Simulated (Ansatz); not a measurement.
**Geometry relaxation of MgO (part 3 of 3)**

The same run, continued: MgO (slab, 40 atoms in the cell); DFT PBE, scalar-relativistic, plane waves, PAW, no spin polarisation (Ansatz 0.2.0); cutoff 420 eV, 2×6×1 k-mesh, Gaussian smearing of 0.05 eV. The structure derives from an entry of the Crystallography Open Database. The input holds or restrains some coordinates. Forces given for the steps count only the free coordinates. It belongs to a series of runs on one base structure; here: stripe over 1 of 3 cells, two steps.

## Output, continued
```
  k-point 7: bands = ["-73.1568", "-73.1568", "-73.1394", "-73.1394", "-73.0301", "-73.0301", "-73.0130", "-73.0130", "-72.7304", "-72.7304", "-72.6221", "-72.6221", "-72.6033", "-72.6033", "-72.5306", "-72.5306", "-72.4079", "-72.4079", "-72.3773", "-72.3773", "-39.9783", "-39.9783", "-39.9753", "-39.9753", "-39.9181", "-39.9181", "-39.8707", "-39.8707", "-39.8573", "-39.8573", "-39.8491", "-39.8491", "-39.8444", "-39.8444", "-39.8385", "-39.8385", "-39.7630", "-39.7630", "-39.7571", "-39.7571",
      "-39.7401", "-39.7401", "-39.7236", "-39.7236", "-39.5598", "-39.5598", "-39.4641", "-39.4641", "-39.4594", "-39.4594", "-39.4543", "-39.4543", "-39.3739", "-39.3739", "-39.3718", "-39.3718", "-39.3652", "-39.3652", "-39.3479", "-39.3479", "-39.3279", "-39.3279", "-39.3072", "-39.3072", "-39.2882", "-39.2882", "-39.2719", "-39.2719", "-39.1882", "-39.1882", "-39.1671", "-39.1671", "-39.1619", "-39.1619", "-39.1424", "-39.1424", "-39.1387", "-39.1387", "-39.1267", "-39.1267",
      "-16.2634", "-16.2634", "-16.1885", "-16.1885", "-15.9953", "-15.9953", "-15.9477", "-15.9477", "-15.7255", "-15.7255", "-15.7085", "-15.7085", "-15.6581", "-15.6581", "-15.6073", "-15.6073", "-15.5451", "-15.5451", "-15.1695", "-15.1695", "-4.1242", "-4.1242", "-4.0503", "-4.0503", "-3.5629", "-3.5629", "-3.4890", "-3.4890", "-3.4570", "-3.4570", "-3.4267", "-3.4267", "-3.3692", "-3.3692", "-2.9153", "-2.9153", "-2.8538", "-2.8538", "-2.6926", "-2.6926",
      "-1.9135", "-1.9135", "-1.8855", "-1.8855", "-1.7322", "-1.7322", "-1.6105", "-1.6105", "-1.3521", "-1.3521", "-1.3378", "-1.3378", "-1.2901", "-1.2901", "-1.1811", "-1.1811", "-0.9775", "-0.9775", "-0.8838", "-0.8838", "-0.8517", "-0.8517", "-0.7205", "-0.7205", "-0.6749", "-0.6749", "-0.6509", "-0.6509", "-0.6365", "-0.6365", "-0.5597", "-0.5597", "-0.5260", "-0.5260", "-0.4562", "-0.4562", "-0.3719", "-0.3719", "-0.2232", "-0.2232",
      "5.0070", "5.0070", "5.3970", "5.3970", "5.3984", "5.3984", "6.0326", "6.0326", "6.2672", "6.2672", "6.4851", "6.4851", "7.2682", "7.2682", "7.3199", "7.3199", "7.5063", "7.5063", "7.6115", "7.6115", "7.7951", "7.7951", "8.1113", "8.1113", "8.3307", "8.3307", "8.4692", "8.4692", "8.5122", "8.5122", "8.6442", "8.6442", "9.0499", "9.0499", "9.0790", "9.0790", "9.2835", "9.2835", "9.4700", "9.4700"]
--- Relaxed structure (6 steps of the walk, 6 accepted, 0 SCFs on fresh bases) ---
  F+E_penalty+E_count = -49874.91102575 eV   max|allowed force component| = 4.113e-3 eV/Å
  atoms:
    - { symbol: Mg, position: [-1.666670551569993e-11, 0.0, 0.081607974] }
    - { symbol: O, position: [0.1666666666833333, 0.0, 0.081607974] }
    - { symbol: Mg, position: [0.0008067690793081621, 0.5, 0.20155748145425068] }
    - { symbol: O, position: [0.16630112435012628, 0.5, 0.20192637527211665] }
    - { symbol: Mg, position: [0.16585989758735842, 0.0, 0.20155748145425068] }
    - { symbol: O, position: [0.0003655423165403377, 0.0, 0.20192637527211665] }
    - { symbol: Mg, position: [0.1666666666833333, 0.5, 0.081607974] }
    - { symbol: O, position: [-1.666670551569993e-11, 0.5, 0.081607974] }
    - { symbol: Mg, position: [0.3333333333333333, 0.0, 0.081607974] }
    - { symbol: O, position: [0.4999999999833333, 0.0, 0.081607974] }
    - { symbol: Mg, position: [0.3338613239254376, 0.5, 0.19667533911417395] }
    - { symbol: O, position: [0.5008724289139104, 0.5, 0.19501673035664602] }
    - { symbol: Mg, position: [0.50106517434022, 0.0, 0.1953447896495739] }
    - { symbol: O, position: [0.3337986255881723, 0.0, 0.19601832052428386] }
    - { symbol: Mg, position: [0.4999999999833333, 0.5, 0.081607974] }
    - { symbol: O, position: [0.3333333333333333, 0.5, 0.081607974] }
    - { symbol: Mg, position: [0.6666666666833334, 0.0, 0.081607974] }
    - { symbol: O, position: [0.8333333333333335, 0.0, 0.081607974] }
    - { symbol: Mg, position: [0.6656014923264467, 0.5, 0.1953447896495739] }
    - { symbol: O, position: [0.8328680410784944, 0.5, 0.19601832052428386] }
    - { symbol: Mg, position: [0.8328053427412292, 0.0, 0.19667533911417395] }
    - { symbol: O, position: [0.6657942377527564, 0.0, 0.19501673035664602] }
    - { symbol: Mg, position: [0.8333333333333335, 0.5, 0.081607974] }
    - { symbol: O, position: [0.6666666666833334, 0.5, 0.081607974] }
    - { symbol: Mg, position: [-0.01722390610870334, 0.0, 0.3221371957264071] }
    - { symbol: O, position: [0.18057423985124768, 0.0, 0.320554165011984] }
    - { symbol: Mg, position: [0.18389057277536994, 0.5, 0.3221371957264071] }
    - { symbol: O, position: [-0.013907573184581105, 0.5, 0.320554165011984] }
    - { symbol: Mg, position: [0.34378608676273176, 0.0, 0.30815574939277096] }
    - { symbol: O, position: [0.5031141820238849, 0.0, 0.3121877480171853] }
    - { symbol: Mg, position: [0.5028269232452179, 0.5, 0.3094843998443059] }
    - { symbol: O, position: [0.34348094833693227, 0.5, 0.3107986398341216] }
    - { symbol: Mg, position: [0.663839743421449, 0.0, 0.3094843998443059] }
    - { symbol: O, position: [0.8231857183297342, 0.0, 0.3107986398341216] }
    - { symbol: Mg, position: [0.8228805799039349, 0.5, 0.30815574939277096] }
    - { symbol: O, position: [0.6635524846427817, 0.5, 0.3121877480171853] }
    - { symbol: Mg, position: [0.010488231122223796, 0.5, 0.4304911759644998] }
    - { symbol: O, position: [0.16479997760141712, 0.5, 0.4341538070723218] }
    - { symbol: Mg, position: [0.15617843554444277, 0.0, 0.4304911759644998] }
    - { symbol: O, position: [0.0018666890652494937, 0.0, 0.4341538070723218] }
--- Löwdin populations: 40 sites ---
  site symbol       q [e]
     0     Mg      8.4534
     1      O      7.3761
     2     Mg      8.4792
     3      O      7.3785
     4     Mg      8.4792
     5      O      7.3785
     6     Mg      8.4534
     7      O      7.3761
     8     Mg      8.4496
     9      O      7.3817
    10     Mg      8.4828
    11      O      7.3957
    12     Mg      8.4843
    13      O      7.3935
    14     Mg      8.4496
    15      O      7.3799
    16     Mg      8.4496
    17      O      7.3799
    18     Mg      8.4843
    19      O      7.3935
    20     Mg      8.4828
    21      O      7.3957
    22     Mg      8.4496
    23      O      7.3817
    24     Mg      8.4767
    25      O      7.3746
    26     Mg      8.4767
    27      O      7.3746
    28     Mg      8.4553
    29      O      7.3906
    30     Mg      8.4383
    31      O      7.3904
    32     Mg      8.4383
    33      O      7.3904
    34     Mg      8.4553
    35      O      7.3906
    36     Mg      8.4475
    37      O      7.3756
    38     Mg      8.4475
    39      O      7.3756
  spilling = 0.009667 (of n_electrons = 320.000000)
```

## File populations.tsv
```
# site	symbol	l	j	q
# orbitals = lowdin
# n_electrons = 320.000000
# spilling = 0.009667
0	Mg	0_2S	-	1.997236
0	Mg	0_3S	-	0.456302
0	Mg	1_2P	-	5.999833
1	O	0_2S	-	1.870545
1	O	1_2P	-	5.505583
2	Mg	0_2S	-	1.996445
2	Mg	0_3S	-	0.482926
2	Mg	1_2P	-	5.999818
3	O	0_2S	-	1.860401
3	O	1_2P	-	5.518092
4	Mg	0_2S	-	1.996445
4	Mg	0_3S	-	0.482926
4	Mg	1_2P	-	5.999818
5	O	0_2S	-	1.860401
5	O	1_2P	-	5.518092
6	Mg	0_2S	-	1.997236
6	Mg	0_3S	-	0.456302
6	Mg	1_2P	-	5.999833
7	O	0_2S	-	1.870545
7	O	1_2P	-	5.505583
8	Mg	0_2S	-	1.997129
8	Mg	0_3S	-	0.452625
8	Mg	1_2P	-	5.999815
9	O	0_2S	-	1.867099
9	O	1_2P	-	5.514609
10	Mg	0_2S	-	1.995960
10	Mg	0_3S	-	0.487071
10	Mg	1_2P	-	5.999788
11	O	0_2S	-	1.854753
11	O	1_2P	-	5.540915
12	Mg	0_2S	-	1.995817
12	Mg	0_3S	-	0.488707
12	Mg	1_2P	-	5.999779
13	O	0_2S	-	1.855386
13	O	1_2P	-	5.538147
14	Mg	0_2S	-	1.997042
14	Mg	0_3S	-	0.452761
14	Mg	1_2P	-	5.999810
15	O	0_2S	-	1.867884
15	O	1_2P	-	5.512005
16	Mg	0_2S	-	1.997042
16	Mg	0_3S	-	0.452761
16	Mg	1_2P	-	5.999810
17	O	0_2S	-	1.867884
17	O	1_2P	-	5.512005
18	Mg	0_2S	-	1.995817
18	Mg	0_3S	-	0.488707
18	Mg	1_2P	-	5.999779
19	O	0_2S	-	1.855386
19	O	1_2P	-	5.538147
20	Mg	0_2S	-	1.995960
20	Mg	0_3S	-	0.487071
20	Mg	1_2P	-	5.999788
21	O	0_2S	-	1.854753
21	O	1_2P	-	5.540915
22	Mg	0_2S	-	1.997129
22	Mg	0_3S	-	0.452625
22	Mg	1_2P	-	5.999815
23	O	0_2S	-	1.867099
23	O	1_2P	-	5.514609
24	Mg	0_2S	-	1.996604
24	Mg	0_3S	-	0.480333
24	Mg	1_2P	-	5.999804
25	O	0_2S	-	1.866271
25	O	1_2P	-	5.508322
26	Mg	0_2S	-	1.996604
26	Mg	0_3S	-	0.480333
26	Mg	1_2P	-	5.999804
27	O	0_2S	-	1.866271
27	O	1_2P	-	5.508322
28	Mg	0_2S	-	1.996480
28	Mg	0_3S	-	0.459050
28	Mg	1_2P	-	5.999792
29	O	0_2S	-	1.862193
29	O	1_2P	-	5.528393
30	Mg	0_2S	-	1.996730
30	Mg	0_3S	-	0.441757
30	Mg	1_2P	-	5.999805
31	O	0_2S	-	1.860489
31	O	1_2P	-	5.529876
32	Mg	0_2S	-	1.996730
32	Mg	0_3S	-	0.441757
32	Mg	1_2P	-	5.999805
33	O	0_2S	-	1.860489
33	O	1_2P	-	5.529876
34	Mg	0_2S	-	1.996480
34	Mg	0_3S	-	0.459050
34	Mg	1_2P	-	5.999792
35	O	0_2S	-	1.862193
35	O	1_2P	-	5.528393
36	Mg	0_2S	-	1.997302
36	Mg	0_3S	-	0.450423
36	Mg	1_2P	-	5.999735
37	O	0_2S	-	1.875777
37	O	1_2P	-	5.499789
38	Mg	0_2S	-	1.997302
38	Mg	0_3S	-	0.450423
38	Mg	1_2P	-	5.999735
39	O	0_2S	-	1.875777
39	O	1_2P	-	5.499789
```

## Trajectory as extended XYZ (Å, eV, eV/Å), 3 of the 6 frames kept, from step=1 to step=6
```
40
Lattice="12.7611 0.0000 0.0000 0.0000 4.2537 0.0000 0.0000 0.0000 18.3806" Properties=species:S:1:pos:R:3:forces:R:3 step=1 energy=-49874.12004
Mg    0.0000    0.0000    1.5000   -0.0154   0.0000   0.4075
O     2.1269    0.0000    1.5000   -0.0200   0.0000  -0.4142
Mg    0.0000    2.1269    3.6269   -0.0822   0.0000  -0.1525
O     2.1269    2.1269    3.6269   -0.1373   0.0000   0.0759
Mg    2.1269    0.0000    3.6269    0.0822   0.0000  -0.1525
O     0.0000    0.0000    3.6269    0.1373   0.0000   0.0759
Mg    2.1269    2.1269    1.5000    0.0154   0.0000   0.4075
O     0.0000    2.1269    1.5000    0.0200   0.0000  -0.4142
Mg    4.2537    0.0000    1.5000    0.0308   0.0000   0.4421
O     6.3806    0.0000    1.5000   -0.0196   0.0000  -0.4615
Mg    4.2537    2.1269    3.6269    0.0974   0.0000   0.0983
O     6.3806    2.1269    3.6269    0.0210   0.0000  -0.0740
Mg    6.3806    0.0000    3.6269    0.0217   0.0000   0.0389
O     4.2537    0.0000    3.6269   -0.1076   0.0000  -0.0174
Mg    6.3806    2.1269    1.5000    0.0150   0.0000   0.4644
O     4.2537    2.1269    1.5000   -0.0403   0.0000  -0.4440
Mg    8.5074    0.0000    1.5000   -0.0150   0.0000   0.4644
O    10.6343    0.0000    1.5000    0.0403   0.0000  -0.4440
Mg    8.5074    2.1269    3.6269   -0.0217   0.0000   0.0389
O    10.6343    2.1269    3.6269    0.1076   0.0000  -0.0174
Mg   10.6343    0.0000    3.6269   -0.0974   0.0000   0.0983
O     8.5074    0.0000    3.6269   -0.0210   0.0000  -0.0740
Mg   10.6343    2.1269    1.5000   -0.0308   0.0000   0.4421
O     8.5074    2.1269    1.5000    0.0196   0.0000  -0.4615
Mg    0.0000    0.0000    5.7537   -0.5911   0.0000   0.5833
O     2.1269    0.0000    5.7537    0.5466   0.0000   0.4107
Mg    2.1269    2.1269    5.7537    0.5911   0.0000   0.5833
O     0.0000    2.1269    5.7537   -0.5466   0.0000   0.4107
Mg    4.2537    0.0000    5.7537    0.5980   0.0000  -0.9451
O     6.3806    0.0000    5.7537   -0.0025   0.0000   0.4272
Mg    6.3806    2.1269    5.7537   -0.0720   0.0000  -0.4187
O     4.2537    2.1269    5.7537    0.3889   0.0000  -0.0663
Mg    8.5074    0.0000    5.7537    0.0720   0.0000  -0.4187
O    10.6343    0.0000    5.7537   -0.3889   0.0000  -0.0663
Mg   10.6343    2.1269    5.7537   -0.5980   0.0000  -0.9451
O     8.5074    2.1269    5.7537    0.0025   0.0000   0.4272
Mg    0.0000    2.1269    7.8806    1.6231   0.0000  -0.2638
O     2.1269    2.1269    7.8806   -0.4567   0.0000   0.3089
Mg    2.1269    0.0000    7.8806   -1.6231   0.0000  -0.2638
O     0.0000    0.0000    7.8806    0.4567   0.0000   0.3089
40
Lattice="12.7611 0.0000 0.0000 0.0000 4.2537 0.0000 0.0000 0.0000 18.3806" Properties=species:S:1:pos:R:3:forces:R:3 step=3 energy=-49874.81620
Mg    0.0000    0.0000    1.5000    0.0177   0.0000   0.5268
O     2.1269    0.0000    1.5000   -0.0507   0.0000  -0.3134
Mg    0.0010    2.1269    3.6605    0.1013   0.0000   0.0563
O     2.1261    2.1269    3.6765   -0.0692   0.0000  -0.0245
Mg    2.1258    0.0000    3.6605   -0.1013   0.0000   0.0563
O     0.0008    0.0000    3.6765    0.0692   0.0000  -0.0245
Mg    2.1269    2.1269    1.5000   -0.0177   0.0000   0.5268
O     0.0000    2.1269    1.5000    0.0507   0.0000  -0.3134
Mg    4.2537    0.0000    1.5000   -0.0026   0.0000   0.3800
O     6.3806    0.0000    1.5000   -0.0269   0.0000  -0.5220
Mg    4.2617    2.1269    3.6197   -0.0618   0.0000   0.0050
O     6.3873    2.1269    3.5990    0.0323   0.0000  -0.0263
Mg    6.3899    0.0000    3.6127    0.0412   0.0000  -0.1073
O     4.2571    0.0000    3.6026   -0.0339   0.0000   0.0364
Mg    6.3806    2.1269    1.5000    0.0171   0.0000   0.3531
O     4.2537    2.1269    1.5000   -0.0719   0.0000  -0.4496
Mg    8.5074    0.0000    1.5000   -0.0171   0.0000   0.3531
O    10.6343    0.0000    1.5000    0.0719   0.0000  -0.4496
Mg    8.4981    2.1269    3.6127   -0.0412   0.0000  -0.1073
O    10.6309    2.1269    3.6026    0.0339   0.0000   0.0364
Mg   10.6262    0.0000    3.6197    0.0618   0.0000   0.0050
O     8.5006    0.0000    3.5990   -0.0323   0.0000  -0.0263
Mg   10.6343    2.1269    1.5000    0.0026   0.0000   0.3800
O     8.5074    2.1269    1.5000    0.0269   0.0000  -0.5220
Mg   -0.0880    0.0000    5.8696   -0.3697   0.0000   0.1711
O     2.1865    0.0000    5.8579    0.3045   0.0000   0.0374
Mg    2.2149    2.1269    5.8696    0.3697   0.0000   0.1711
O    -0.0596    2.1269    5.8579   -0.3045   0.0000   0.0374
Mg    4.3427    0.0000    5.6638   -0.0039   0.0000   0.0523
O     6.4058    0.0000    5.7523   -0.0098   0.0000  -0.0345
Mg    6.3996    2.1269    5.6995    0.0042   0.0000   0.0526
O     4.3371    2.1269    5.7134   -0.0631   0.0000  -0.0237
Mg    8.4884    0.0000    5.6995   -0.0042   0.0000   0.0526
O    10.5509    0.0000    5.7134    0.0631   0.0000  -0.0237
Mg   10.5452    2.1269    5.6638    0.0039   0.0000   0.0523
O     8.4821    2.1269    5.7523    0.0098   0.0000  -0.0345
Mg    0.1488    2.1269    7.9343   -0.2091   0.0000  -0.0799
O     2.0988    2.1269    7.9930    0.1244   0.0000  -0.0910
Mg    1.9781    0.0000    7.9343    0.2091   0.0000  -0.0799
O     0.0280    0.0000    7.9930   -0.1244   0.0000  -0.0910
40
Lattice="12.7611 0.0000 0.0000 0.0000 4.2537 0.0000 0.0000 0.0000 18.3806" Properties=species:S:1:pos:R:3:forces:R:3 step=6 energy=-49874.91103
Mg    0.0000    0.0000    1.5000    0.0630   0.0000   0.5727
O     2.1269    0.0000    1.5000   -0.0711   0.0000  -0.2250
Mg    0.0103    2.1269    3.7047    0.0007   0.0000   0.0026
O     2.1222    2.1269    3.7115    0.0012   0.0000  -0.0022
Mg    2.1166    0.0000    3.7047   -0.0007   0.0000   0.0026
O     0.0047    0.0000    3.7115   -0.0012   0.0000  -0.0022
Mg    2.1269    2.1269    1.5000   -0.0630   0.0000   0.5727
O     0.0000    2.1269    1.5000    0.0711   0.0000  -0.2250
Mg    4.2537    0.0000    1.5000   -0.0658   0.0000   0.4088
O     6.3806    0.0000    1.5000   -0.0302   0.0000  -0.6093
Mg    4.2604    2.1269    3.6150   -0.0024   0.0000  -0.0004
O     6.3917    2.1269    3.5845   -0.0012   0.0000   0.0041
Mg    6.3941    0.0000    3.5905    0.0021   0.0000  -0.0038
O     4.2596    0.0000    3.6029    0.0020   0.0000  -0.0001
Mg    6.3806    2.1269    1.5000   -0.0016   0.0000   0.2959
O     4.2537    2.1269    1.5000   -0.0962   0.0000  -0.4419
Mg    8.5074    0.0000    1.5000    0.0016   0.0000   0.2959
O    10.6343    0.0000    1.5000    0.0962   0.0000  -0.4419
Mg    8.4938    2.1269    3.5905   -0.0021   0.0000  -0.0038
O    10.6283    2.1269    3.6029   -0.0020   0.0000  -0.0001
Mg   10.6275    0.0000    3.6150    0.0024   0.0000  -0.0004
O     8.4963    0.0000    3.5845    0.0012   0.0000   0.0041
Mg   10.6343    2.1269    1.5000    0.0658   0.0000   0.4088
O     8.5074    2.1269    1.5000    0.0302   0.0000  -0.6093
Mg   -0.2198    0.0000    5.9211   -0.0018   0.0000   0.0034
O     2.3043    0.0000    5.8920   -0.0026   0.0000  -0.0025
Mg    2.3466    2.1269    5.9211    0.0018   0.0000   0.0034
O    -0.1775    2.1269    5.8920    0.0026   0.0000  -0.0025
Mg    4.3871    0.0000    5.6641    0.0038   0.0000  -0.0001
O     6.4203    0.0000    5.7382   -0.0032   0.0000   0.0026
Mg    6.4166    2.1269    5.6885    0.0041   0.0000  -0.0032
O     4.3832    2.1269    5.7127   -0.0027   0.0000  -0.0003
Mg    8.4713    0.0000    5.6885   -0.0041   0.0000  -0.0032
O    10.5048    0.0000    5.7127    0.0027   0.0000  -0.0003
Mg   10.5009    2.1269    5.6641   -0.0038   0.0000  -0.0001
O     8.4677    2.1269    5.7382    0.0032   0.0000   0.0026
Mg    0.1338    2.1269    7.9127    0.0034   0.0000   0.0020
O     2.1030    2.1269    7.9800    0.0007   0.0000  -0.0031
Mg    1.9930    0.0000    7.9127   -0.0034   0.0000   0.0020
O     0.0238    0.0000    7.9800   -0.0007   0.0000  -0.0031
```

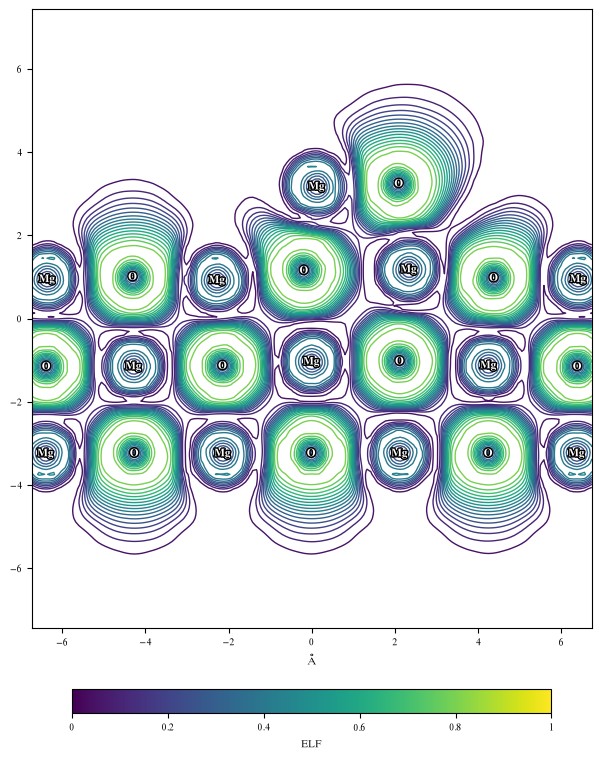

**Figure 1.** Electron localisation function on the (010) plane of the calculation cell, a cut from vacuum to vacuum. Atoms in the plane: Mg and O. Mg–O (1.97 Å): the ELF is about 0.35 at the midpoint. Mg–O (2.03 Å): the ELF is about 0.35 at the midpoint. Mg–O (2.08 Å): the ELF is about 0.30 at the midpoint. Mg–O (2.20 Å): the ELF is about 0.35 at the midpoint (two separate closed shells). Core electrons are frozen (PAW), so the fields are smoothed inside the atomic spheres.

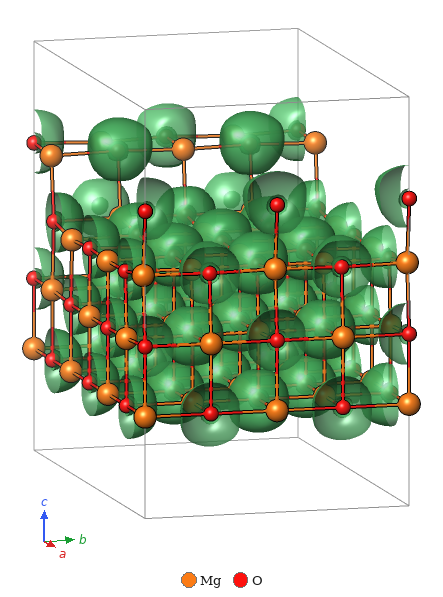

**Figure 2.** Isosurface of the electron localisation function at 0.65 (green), seen slightly off an axis. Only the valence region is drawn (cores and ρ < 0.01 e/Å³ removed). Sticks mark near contacts. Along the contacts the grid gives the following. Mg–O (1.97 Å): the ELF is about 0.35 at the midpoint. Mg–O (2.03 Å): the ELF is about 0.35 at the midpoint.

## Results in brief

```csv
quantity,value
outcome,converged under the restraints of the input
electrons treated,320
free energy,−49874.9110 eV
Fermi energy,1.477 eV
gap on the k-point mesh,3.11 eV
final volume,997.73 Å³
"largest force (length of the vector) at the end, held atoms and coordinates included",0.610 eV/Å
wall time,3.6 min (CPU time 14 min)
peak memory,4 GiB
```

Warnings of the run: the exchange-correlation potential is rough where the density is thin.
